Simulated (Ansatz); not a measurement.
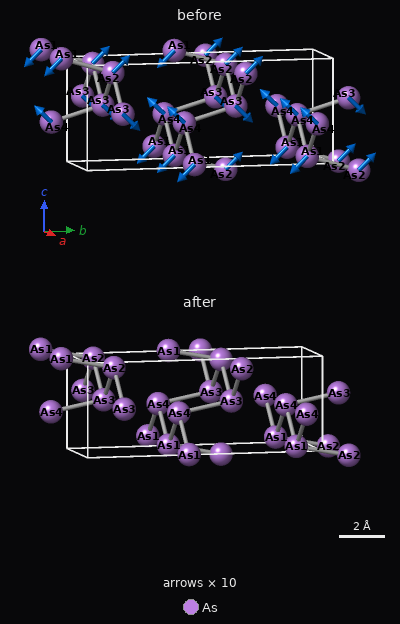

The structure of a crystal of As (set up in Cmce) before (top) and after (bottom) a relaxation, at one scale. The blue arrows give the displacements (the part carried along by the change of the cell is left out), magnified 10 times.

The picture is a ball-and-stick view of the conventional cell (2 times the calculation's cell), seen slightly off an axis. Lengths and directions refer to the drawn axes.

Method: DFT PBEsol, scalar-relativistic, plane waves, PAW (Ansatz). (plane-wave cutoff 420 eV; k-point mesh 10 × 10 × 8; occupations gaussian; smearing width 0.01 eV; no spin polarisation; cell and atoms relaxed; force threshold 0.005 eV/Å; at most 80 steps)

Describe what moved and what it gained.

The largest moves relative to the cell, 0.11 Å, are those of As1, As2, As3 and As4. As2 goes roughly along [0 1 2]. Cell: a 3.652 → 3.731 Å (+2.2 %), b 11.387 → 10.881 Å (−4.4 %), c 4.740 → 4.277 Å (−9.8 %). Volume −11.9 %. Some distances before and after: As1–As4 3.569 → 3.209 Å, As1–As4 (another image) 2.476 → 2.501 Å. Among the angles between lasting bonds that change: As2–As3–As4 100.9° → 97.3°. The space group stays Cmce (No. 64). After 9 accepted moves (10 points after the start) the energy has fallen by 24.6 meV per atom. Largest force component: 0.15 eV/Å at the start, 0.0023 eV/Å at the end. The pressure goes from −1.16 to −0.01 GPa. At 1 point the geometry stayed and the basis and grid were re-selected for the new cell (energy shift of 0.3 meV per atom at most each time). The run took about 100 core-seconds on a shared host.
